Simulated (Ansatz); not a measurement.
```
CELL_PARAMETERS angstrom
3.48124 0.00000 0.00000
0.00000 0.00000 -3.48124
0.00000 3.48124 0.00000
ATOMIC_POSITIONS crystal
B 0.50000 0.50000 0.00000
B 0.00000 0.50000 0.50000
B 0.00000 0.00000 0.00000
B 0.50000 0.00000 0.50000
N 0.25000 0.75000 0.25000
N 0.75000 0.75000 0.75000
N 0.75000 0.25000 0.25000
N 0.25000 0.25000 0.75000
```

Space group F-43m; computed pressure about 52 GPa in this cell.

Theory: DFT r2SCAN, scalar-relativistic, plane waves, PAW (Ansatz 0.2.0).

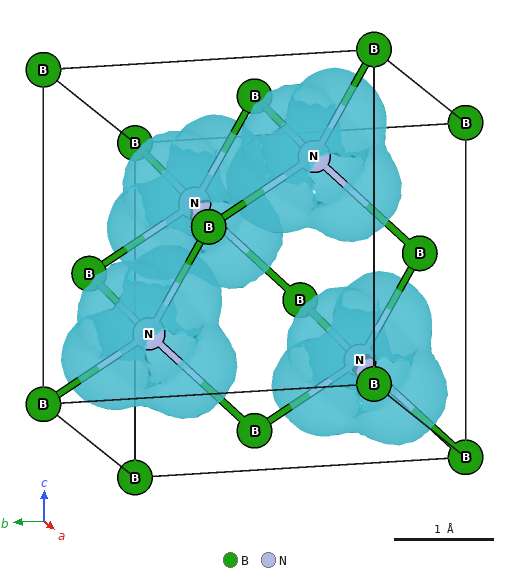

BN. Isosurface of the electron localisation function at 0.75 (cyan), seen at an oblique angle. Only the valence region is drawn (cores and ρ < 0.01 e/Å³ removed). Sticks mark near contacts.

What do the ELF domains correspond to?

Answer. At this value the surface marks out four regions on N in which the atom's valence shell and bonds are merged, counted in one cell of 8 atoms. Regions shared between cells count once. Along the contacts the grid gives the following. B–N (1.51 Å): the ELF peaks at about 0.95 between the atoms (a polar covalent bond).

Does the calculation make it a metal, or give it a gap?

Answer. It is gapped, with a Kohn–Sham gap of 5.1 eV on the k-point mesh (the band edges may lie off the mesh, which would make the gap smaller).
